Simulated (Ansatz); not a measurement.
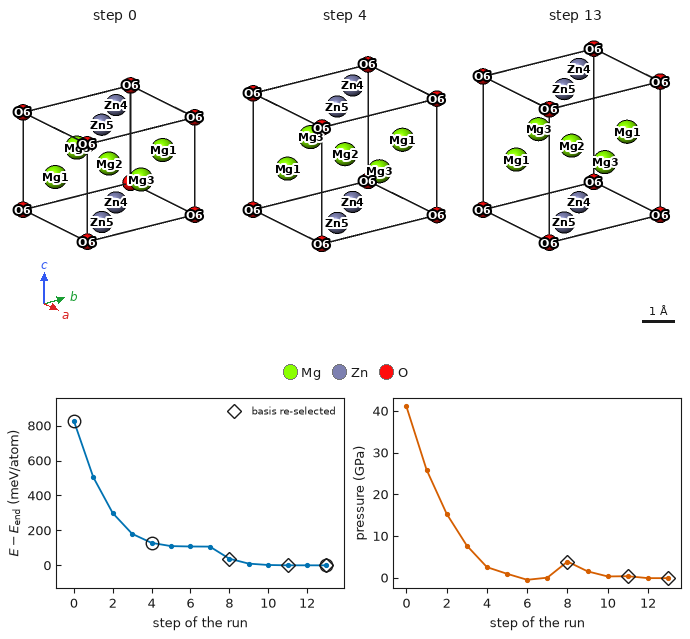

Frames of a relaxation of a crystal of Mg3Zn2O (a generated structure, set up in P6/mmm) (coarse preliminary run), marked on the history of the run. Style: ball-and-stick. Shown: the cell of the calculation, slightly off an axis.

All numbers below come from DFT PBE, scalar-relativistic, plane waves, PAW (Ansatz 0.2.0).

The input:
```yaml
crystal:
  lattice:
    - [5.55274319, 0.0, 0.0]
    - [-2.7763716, 4.80881667, 0.0]
    - [0.0, 0.0, 3.17752228]
  atoms:
    - { symbol: Mg, position: [0.5, 0.0, 0.5] }
    - { symbol: Mg, position: [0.5, 0.5, 0.5] }
    - { symbol: Mg, position: [0.0, 0.5, 0.5] }
    - { symbol: Zn, position: [0.33333333, 0.66666667, 0.0] }
    - { symbol: Zn, position: [0.66666667, 0.33333333, 0.0] }
    - { symbol: O, position: [0.0, 0.0, 0.0] }
basis:
  ecutwfc: 420
kpoints:
  mp_grid: { grid: [6, 6, 6] }
hamiltonian:
  xc: pbe
scf:
  occupations: { method: gaussian, width: 0.1 }
  lower_state_search: "off"
output:
  forces: true
  stress: true
  eigenvalues: true
relax:
  adjacent_minimum: "off"
  f_tol: 0.04
  max_steps: 70
  cell: { stress_tol: 0.4 }
```

Launched with:
```bash
ansatz run input.yaml --threads 1 --pin off --max-ram 2560MiB --backend cpu --events-out ev --progress --plain --runs-dir out
```

### What happens along the run?

No atom moves by more than 0.005 Å relative to the cell. Cell: a = b 5.553 → 5.726 Å (+3.1 %), c 3.178 → 4.351 Å (+36.9 %). Volume +45.6 %. Some distances before and after: Mg1–Zn4 2.257 → 2.732 Å, Mg1–Mg2 2.776 → 2.863 Å. The space group stays P6/mmm (No. 191). After 10 accepted moves (13 points after the start) the energy has fallen by 827 meV per atom. All forces vanish by symmetry, so only the cell relaxes. The pressure goes from 41.08 to −0.09 GPa. At 3 points the geometry stayed and the basis and grid were re-selected for the new cell (energy shift of 69.1 meV per atom at most each time). From step 0 to 4: volume +37.0 %, energy −698 meV per atom. From step 4 to 13: volume +6.3 %, energy −129 meV per atom.

```
step  E − E(0), meV/atom  pressure, GPa  volume, Å³/atom                      note
   0                0.00          41.08           14.141                          
   1             -322.44          25.93           15.520                          
   2             -527.90          15.33           16.913                          
   3             -646.78           7.71           18.276                          
   4             -698.47           2.54           19.367                          
   5             -717.14           0.95           19.300                          
   6             -719.33          -0.49           19.289                          
   7             -719.95           0.02           19.278                          
   8             -789.04           3.88           19.278  same geometry, new basis
   9             -817.46           1.53           20.020                          
  10             -825.22           0.31           20.343                          
  11             -827.13           0.37           20.343  same geometry, new basis
  12             -827.12          -0.09           20.593                          
  13             -827.32          -0.09           20.593  same geometry, new basis
```

Limits of the set-up: layers or molecules are held without a dispersion correction, so their spacing is unreliable.
